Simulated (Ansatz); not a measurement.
LiH

The calculation's input:

```
crystal:
  lattice:
    - [1.9895719486, -1.9895719486, 0.0]
    - [1.9895719486, 0.0, -1.9895719486]
    - [7.8716852538, 7.8716852538, 7.8716852538]
  atoms:
    - { symbol: Li, position: [1.0, 0.0, 0.3791256671] }
    - { symbol: Li, position: [0.3333333333, 0.3333333333, 0.2106253706] }
    - { symbol: Li, position: [0.6666666667, 0.6666666667, 0.5476259635] }
    - { symbol: Li, position: [1.0, 1.0, 0.8846265565] }
    - { symbol: Li, position: [0.3333333333, 0.3333333333, 0.71612626] }
    - { symbol: Li, position: [0.6666666667, 0.6666666667, 0.0421250741] }
    - { symbol: H, position: [0.6666666667, 0.6666666667, 0.2948755188] }
    - { symbol: H, position: [0.0, 0.0, 0.1263752224] }
    - { symbol: H, position: [0.3333333333, 0.3333333333, 0.4633758153] }
    - { symbol: H, position: [0.6666666667, 0.6666666667, 0.8003764083] }
    - { symbol: H, position: [1.0, 1.0, 0.6318761118] }
    - { symbol: H, position: [0.3333333333, 0.3333333333, 0.9688767047] }
basis:
  ecutwfc: 420
kpoints:
  mp_grid: { grid: [9, 9, 2] }
hamiltonian:
  xc: pbesol
scf:
  occupations: { method: gaussian, width: 0.05 }
output:
  forces: true
  stress: true
  eigenvalues: true
  write_density: true
  write_potential: true
  elf: true
  volumetric_format: npy
```

Run with:

```sh
ansatz run input.yaml --threads 2 --pin off --max-ram 5120MiB --backend cpu --events-out ev --progress --plain --runs-dir out
```

Below, planes, directions and counts refer to the conventional cell (a = 2.81 Å, b = 2.81 Å, c = 13.63 Å, α = 90.00°, β = 90.00°, γ = 120.00°).

Space group P3m1; not relaxed (largest force 0.4 eV/Å).

Computed with Ansatz 0.2.0, DFT PBEsol, scalar-relativistic, plane waves, PAW.

What will maps of the valence pseudo-density and electron localisation function show?

Answer. Li–H (1.91 Å): ρ is about 0.15 e/Å³ halfway; the ELF climbs to about 1 towards the hydrogen (an ionic contact to a hydride ion).
Li–H (1.99 Å): the density is about 0.13 e/Å³ at the midpoint; the ELF climbs to about 1 towards the hydrogen: an ionic contact to a hydride ion.

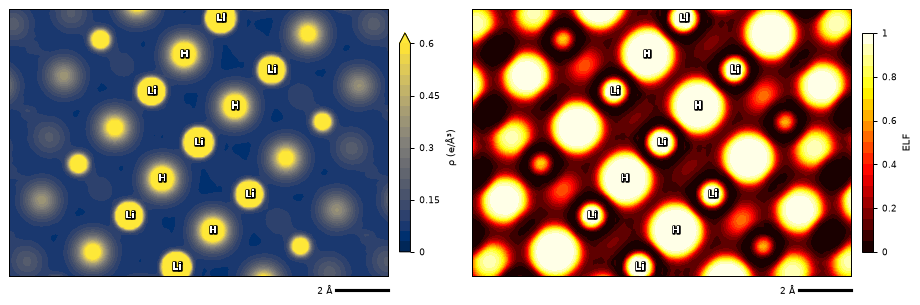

Computed valence pseudo-density and electron localisation function on the (111) plane of the conventional cell, in this order. Atoms just off the plane (Li, 0.5 Å away and H, 0.3 Å away) can leave unmarked features too.

In a PAW calculation such maps are meaningful between the atoms, not at the nuclei.
